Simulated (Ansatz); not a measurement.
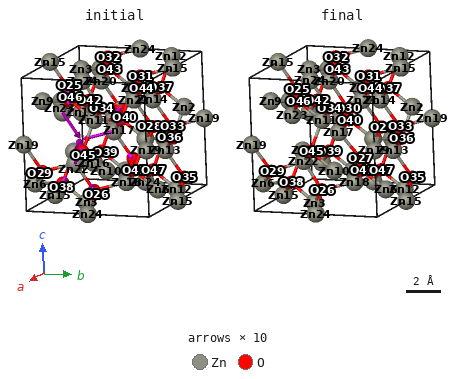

The structure of a defect cell of composition Zn24O23 before (left) and after (right) a relaxation, at one scale. The purple arrows give the displacements, 10 times their true length.

The picture is a ball-and-stick view of the cell of the calculation (origin shifted), seen slightly off an axis.

Case: O vacancy (site b), charge +0, atoms relaxed at the host's cell.

All numbers below come from DFT PBE, scalar-relativistic, plane waves, PAW in Ansatz. Set-up: plane-wave cutoff 420 eV; k-point mesh 2 × 2 × 2; occupations gaussian; smearing width 0.01 eV; no spin polarisation; atoms relaxed in a fixed cell; force threshold 0.025 eV/Å; at most 45 steps.

Q: Describe what moved and what it gained.

A: The largest moves, 0.19 Å, are those of Zn atoms. By element the largest moves are Zn 0.19 Å, O 0.05 Å. The cell doesn't change. Some distances before and after: O–Zn 1.999 → 2.026 Å, O–Zn 1.999 → 2.006 Å. Bond angles that change, for instance: Zn–O–Zn 110.3° → 116.2°, Zn–O–Zn 108.7° → 114.4°, O–Zn–O 108.7° → 103.1°. After 4 geometry steps the energy has fallen by 0.264 eV per cell of the calculation. Largest force component: 0.56 eV/Å at the start, 0.0017 eV/Å at the end.

Limits of the set-up: the periodic images lie only 8.4 Å apart, so the values are limited by the cell's size.
